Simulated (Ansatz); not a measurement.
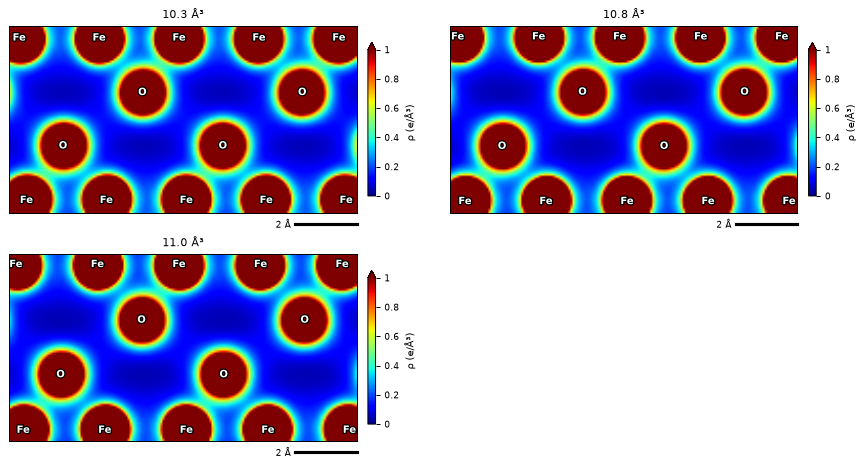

FeO. The valence pseudo-density of cells scaled evenly to different volumes (given per atom above each panel), on the (11̄0) plane of each (indices in the axes of the cell below), at one length scale and on one colour scale.

A structure from a database of computed crystals, not necessarily the ambient phase; the program warned that a starting moment wasn't kept; spin-polarised.

Method: Ansatz 0.2.0, Kohn-Sham DFT of a periodic cell, PBE, Ansatz PAW.

The density is the valence pseudo-density of a PAW calculation; it isn't the true density close to the nuclei.

The largest cell:

```
Fe O
1.0
     2.70013   -1.53453    0.00000
     2.70013    1.53453    0.00000
    -0.23586    0.00000    5.30435
Fe O
2 2
Direct
  0.00000 0.00000 0.50000
  0.00000 0.00000 0.00000
  0.33547 0.33547 0.74430
  0.66453 0.66453 0.25570
```

| volume (Å³/atom) | Fe–O contact in the plane (Å) | ρ at its midpoint (e/Å³) | pressure (GPa) | largest moment (μB) | 
| --- | --- | --- | --- | --- |
| 10.34 | 2.137 | 0.433 | −8.0 | 3.22 | 
| 10.56 | 2.152 | ? | ? | ? | 
| 10.77 | 2.166 | 0.407 | −13.2 | 3.26 | 
| 10.99 | 2.181 | 0.394 | −15.4 | 3.28 | 

What values belong in the row with question marks?

Over the known rows ln ρ falls by 2.14 per Å of Fe–O distance (a least-squares line), which gives 0.419 e/Å³ at 2.152 Å; the calculation gives 0.419 e/Å³. For the pressure, a straight line in volume between the neighbouring rows gives −10.7 GPa; the calculation gives −10.7. For the largest moment, a straight line in volume between the neighbouring rows gives 3.24 μB; the calculation gives 3.24.
